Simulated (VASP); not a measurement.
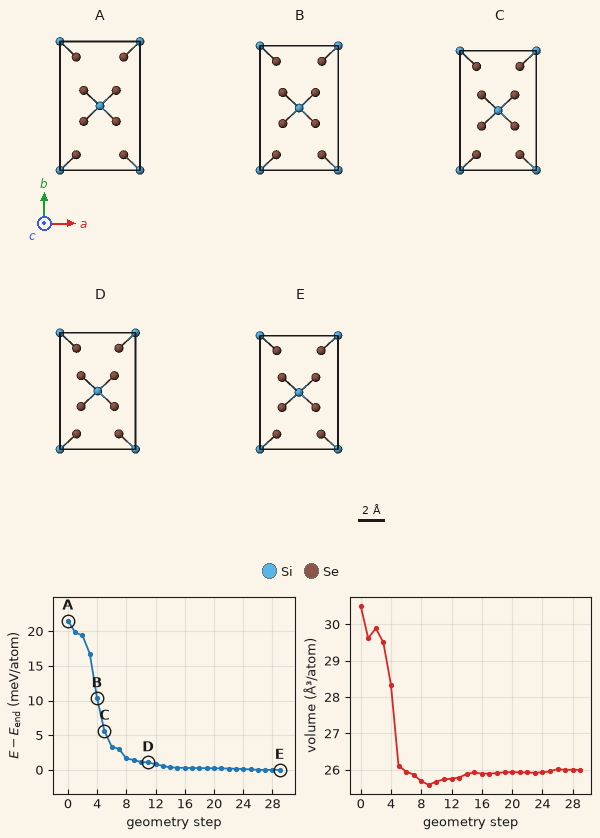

Frames of a relaxation of crystalline SiSe₂ (set up in Ibam), marked on the history of the run. Style: ball-and-stick. Shown: the conventional cell (2 times the calculation's cell), along the c axis. Lengths and directions refer to the drawn axes.

The run lets cell and atoms move.

Method: VASP, Kohn-Sham DFT of a periodic cell, LDA, VASP PAW LDA potentials, recommended.

The input:
```
SYSTEM = SiSe2
PREC = Accurate ; ENCUT = 600
EDIFF = 1E-6 ; ISMEAR = 0
SIGMA = 0.03 ; LREAL = .False.
LASPH = .True. ; NELM = 80
ALGO = Normal ; ISIF = 3
LWAVE = .False. ; LCHARG = .False.
IBRION = 2 ; NSW = 90
EDIFFG = -0.01 ; KPAR = 2
```

Launched with:
```bash
cat potpaw_LDA.64/Si/POTCAR potpaw_LDA.64/Se/POTCAR > POTCAR
mpirun -np 2 vasp_std > vasp.out
```

> Describe the path.

The energy falls by 21.5 meV per atom in 29 geometry steps. The largest force component goes from 0.018 to 0.0056 eV/Å. Pressure: −1.08 GPa at the start and 0.00 GPa at the end. The largest moves relative to the cell, 0.13 Å, are those of Se atoms. Si stays in place. The volume changes by −14.8 %, with a 6.224 → 6.066 Å (−2.5 %), b 10.020 → 8.849 Å (−11.7 %), c 5.871 → 5.812 Å (−1.0 %). Bond angles that change, for instance: Se–Si–Se 112.7° → 109.9°, Se–Si–Se 116.1° → 118.1°. The space group stays Ibam (No. 72). The volume changes by over a tenth within one run on a fixed set of plane waves, so the end point should be relaxed again from the new cell. From step 0 to 4: Se atoms move most (0.05 Å), volume −7.1 %, energy −11.2 meV per atom. From step 4 to 5: Se atoms move most (0.08 Å), volume −7.9 %, energy −4.7 meV per atom. From step 5 to 11: Se atoms move most (0.02 Å), volume −1.4 %, energy −4.6 meV per atom. From step 11 to 29: Se atoms move most (0.03 Å), volume +1.0 %, energy −1.1 meV per atom.

| step | E − E(0), meV/atom | largest force component, eV/Å | pressure, GPa | volume, Å³/atom |
| --- | --- | --- | --- | --- |
| 0 | 0.00 | 0.0178 | -1.08 | 30.513 |
| 1 | -1.69 | 0.3092 | 0.53 | 29.617 |
| 2 | -2.14 | 0.2156 | 0.01 | 29.894 |
| 3 | -4.76 | 0.1918 | 0.01 | 29.501 |
| 4 | -11.19 | 0.1276 | 0.09 | 28.344 |
| 5 | -15.88 | 0.0417 | 0.64 | 26.114 |
| 6 | -18.17 | 0.1053 | -0.02 | 25.953 |
| 7 | -18.49 | 0.1659 | -0.35 | 25.868 |
| 8 | -19.87 | 0.0857 | 0.07 | 25.686 |
| 9 | -20.08 | 0.0413 | 0.31 | 25.586 |
| 10 | -20.38 | 0.0623 | 0.05 | 25.678 |
| 11 | -20.44 | 0.0761 | -0.12 | 25.740 |
| 12 | -20.70 | 0.0453 | -0.04 | 25.755 |
| 13 | -20.94 | 0.0376 | 0.16 | 25.787 |
| 14 | -21.16 | 0.0055 | -0.04 | 25.885 |
| 15 | -21.19 | 0.0244 | -0.12 | 25.928 |
| 16 | -21.24 | 0.0228 | 0.06 | 25.893 |
| 17 | -21.24 | 0.0189 | 0.03 | 25.898 |
| 18 | -21.26 | 0.0137 | 0.00 | 25.907 |
| 19 | -21.27 | 0.0322 | -0.07 | 25.935 |
| 20 | -21.28 | 0.0310 | -0.06 | 25.934 |
| 21 | -21.30 | 0.0278 | -0.05 | 25.932 |
| 22 | -21.32 | 0.0218 | -0.01 | 25.928 |
| 23 | -21.35 | 0.0118 | 0.08 | 25.919 |
| 24 | -21.38 | 0.0096 | 0.06 | 25.929 |
| 25 | -21.45 | 0.0109 | 0.00 | 25.959 |
| 26 | -21.50 | 0.0136 | -0.10 | 26.019 |
| 27 | -21.52 | 0.0108 | 0.01 | 25.999 |
| 28 | -21.52 | 0.0057 | -0.01 | 26.004 |
| 29 | -21.52 | 0.0056 | 0.00 | 25.998 |
